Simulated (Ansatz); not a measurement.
SnS2 (space group P-3m1, No. 164). Coordinates: the geometry relaxed with DFT PBE, scalar-relativistic, plane waves, PAW in Ansatz 0.2.0.

```cif
data_structure
_symmetry_space_group_name_H-M 'P-3m1'
_symmetry_Int_Tables_number 164
_cell_length_a 3.7032
_cell_length_b 3.7032
_cell_length_c 6.8278
_cell_angle_alpha 90.000
_cell_angle_beta 90.000
_cell_angle_gamma 120.000
_cell_volume 81.09
loop_
_atom_site_label
_atom_site_type_symbol
_atom_site_symmetry_multiplicity
_atom_site_Wyckoff_symbol
_atom_site_fract_x
_atom_site_fract_y
_atom_site_fract_z
_atom_site_occupancy
Sn1 Sn 1 a 0.00000 0.00000 0.00000 1
S1 S 2 d 0.33333 0.66667 0.21644 1
```

Describe how the polyhedra about Sn are linked (bonds: S–Sn below 2.9 Å).

Sn: SnS6 octahedron, sharing edges with six neighbours.

They form layers of edge-sharing octahedra parallel to (001).

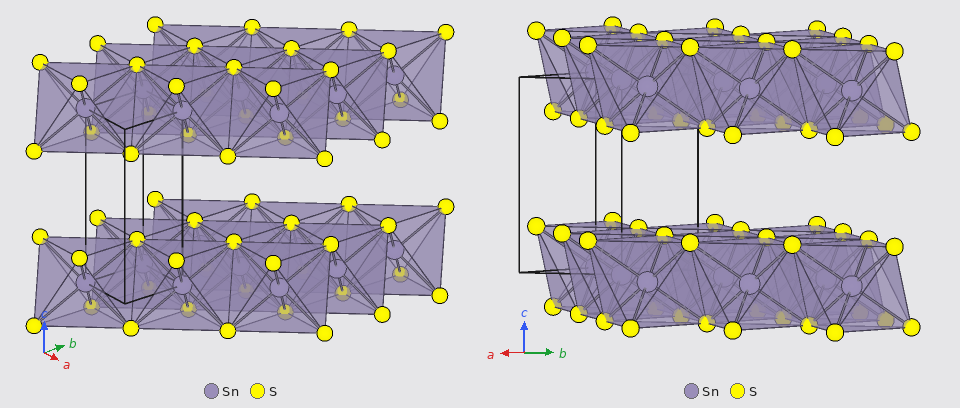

Polyhedra are drawn about Sn (bonds: S–Sn below 2.9 Å); other atoms are plain spheres. Two views of the same piece.
